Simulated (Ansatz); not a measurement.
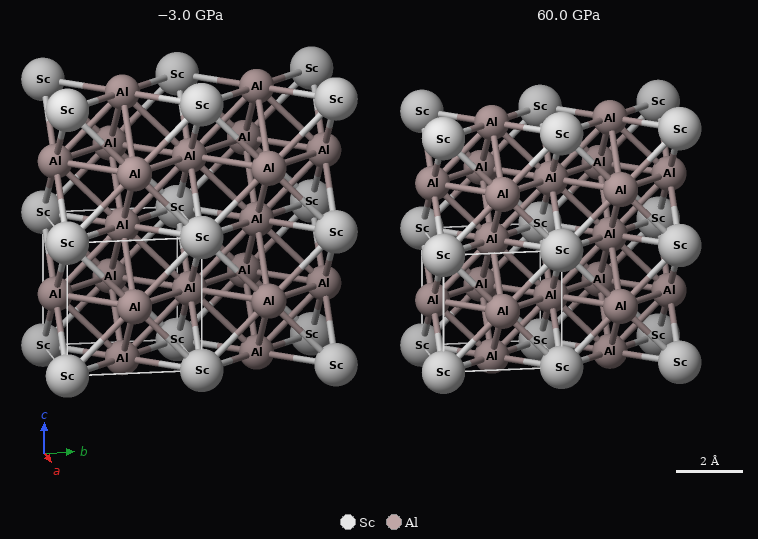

Crystalline ScAl3 (set up in Pm-3m), relaxed (cell and atoms) at several target pressures. The picture shows the first and the last member. A ball-and-stick model of the cell of the calculation, repeated 1 × 2 × 2 with one cell outlined, seen slightly off an axis.

Computed with Ansatz 0.2.0: DFT PBE, scalar-relativistic, plane waves, PAW. (plane-wave cutoff 420 eV; k-point mesh 10 × 10 × 10 at −3.0 to 8.0, 12 × 12 × 12 at 15.0 to 60.0 GPa; occupations gaussian; smearing width 0.1 eV; no spin polarisation; cell and atoms relaxed; force threshold 0.008 eV/Å)

```tsv
pressure (GPa)	volume (Å³/atom)	a (Å)
−3.0	17.960	4.157
0.0	17.298	4.105
3.0	16.745	4.061
8.0	15.988	3.999
15.0	15.161	3.929
30.0	?	?
60.0	12.223	3.657
```

### Fill in the missing row.

Murnaghan's form V = V₀(1 + B′P/B₀)^(−1/B′), with V₀ = 17.298 Å³ from the row at zero pressure, fits the other rows with B₀ = 88.2 GPa and B′ = 3.53 (largest miss 0.024 Å³). At 30.0 GPa it gives 17.298 × (1 + 3.53 × 30.0/88.2)^(−1/3.53) = 13.834 Å³ per atom. The calculation gives 13.865 Å³/atom (a = 3.813 Å). The estimate is 0.031 Å³/atom too low. From the first member to the last: Al–Sc 2.940 → 2.586 Å, Al–Al 2.940 → 2.586 Å.

The whole series:

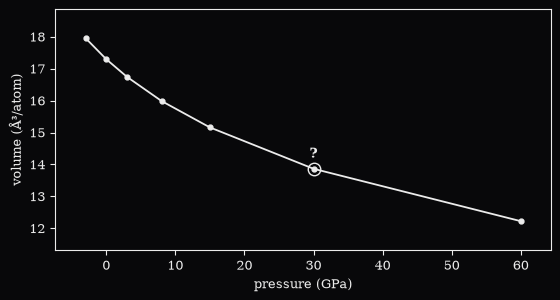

Each member starts from this one structure; whether another phase lies lower wasn't checked.
